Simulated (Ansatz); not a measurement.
## Electronic structure of Ge$_{2}$Sb$_{2}$Te$_{5}$ in real space

The calculation's input:

```
crystal:
  lattice:
    - [4.2940644248, 0.0, 0.0]
    - [-2.1470322124, 3.7187688774, 0.0]
    - [0.0, 0.0, 17.101346]
  atoms:
    - { symbol: Te, position: [0.6666666667, 0.3333333333, 0.419892] }
    - { symbol: Te, position: [0.3333333333, 0.6666666667, 0.580108] }
    - { symbol: Te, position: [0.3333333333, 0.6666666667, 0.201542] }
    - { symbol: Te, position: [0.6666666667, 0.3333333333, 0.798458] }
    - { symbol: Te, position: [0.0, 0.0, 0.0] }
    - { symbol: Sb, position: [0.0, 0.0, 0.320068] }
    - { symbol: Sb, position: [0.0, 0.0, 0.679932] }
    - { symbol: Ge, position: [0.6666666667, 0.3333333333, 0.102895] }
    - { symbol: Ge, position: [0.3333333333, 0.6666666667, 0.897105] }
hamiltonian:
  xc: rpbe
  pseudopotentials: { kind: paw }
kpoints:
  mp_grid: { grid: [5, 5, 2] }
scf:
  occupations: { method: fermi_dirac, width: 0.05 }
output:
  forces: true
  stress: true
  eigenvalues: true
  write_density: true
  write_potential: true
  elf: true
  volumetric_format: npy
relax:
  f_tol: 0.01
  max_steps: 40
  cell: { stress_tol: 0.05 }
```

Command:

```sh
ansatz run input.yaml --threads 4 --pin off --max-ram 11264MiB --backend cpu --events-out ev --progress --plain --runs-dir out
```

Below, planes, directions and counts refer to the conventional cell (a = 4.33 Å, b = 4.33 Å, c = 20.11 Å, α = 90.00°, β = 90.00°, γ = 120.00°).

The fields are those of the run's last geometry, not of the input's.

Space group P-3m1; a structure from a database of computed crystals, not necessarily the ambient phase.

Theory: Kohn-Sham DFT of a periodic cell, RPBE, Ansatz PAW in Ansatz 0.2.0.

The density is the valence pseudo-density of a PAW calculation; it isn't the true density close to the nuclei.

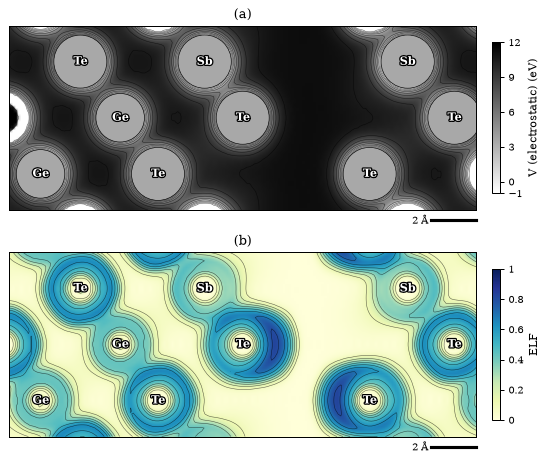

Figure 1. (a) electrostatic potential (local pseudopotential plus Hartree) felt by an electron; (b) ELF on the (110) plane of the conventional cell. Grey discs cover the atomic cores in the potential map.

What does the map show?

Answer.
- Atoms in the plane: Te, Sb and Ge.
- Ge–Te (3.01 Å): the ELF peaks at about 0.65 in the valence shell of Te, 1.3 Å from its nucleus, and is about 0.55 at the midpoint.
- Sb–Te (3.02 Å): the ELF peaks at about 0.70 in the valence shell of Te, 1.3 Å from its nucleus, and is about 0.65 at the midpoint.
- Ge–Te (3.06 Å): the ELF peaks at about 0.65 in the valence shell of Te, 1.3 Å from its nucleus, and is about 0.55 at the midpoint.
- Sb–Te (3.25 Å): the ELF peaks at about 0.65 in the valence shell of Te, 1.3 Å from its nucleus, and is about 0.45 at the midpoint.
- The ELF also peaks beside Te, away from the bonds: lone-pair regions.
- Outside the cores the potential energy rises away from the atoms and is highest about 3.2 Å from the nearest atoms; its zero is arbitrary.

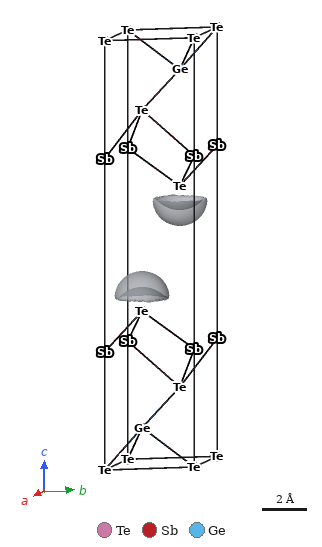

Figure 2. Isosurface of the electron localisation function at 0.7 (grey), seen slightly off an axis. Only the valence region is drawn (cores and ρ < 0.01 e/Å³ removed). Sticks mark near contacts.

Where are the electrons localised?

Answer. At this value the surface marks out two lobes on Te, pointing away from the bonds (lone pairs), counted in one cell of 9 atoms. Regions shared between cells count once.

Does the calculation give a band gap?

Answer. It is gapped, with a Kohn–Sham gap of 0.95 eV on the k-point mesh, an upper bound to the gap of this method.
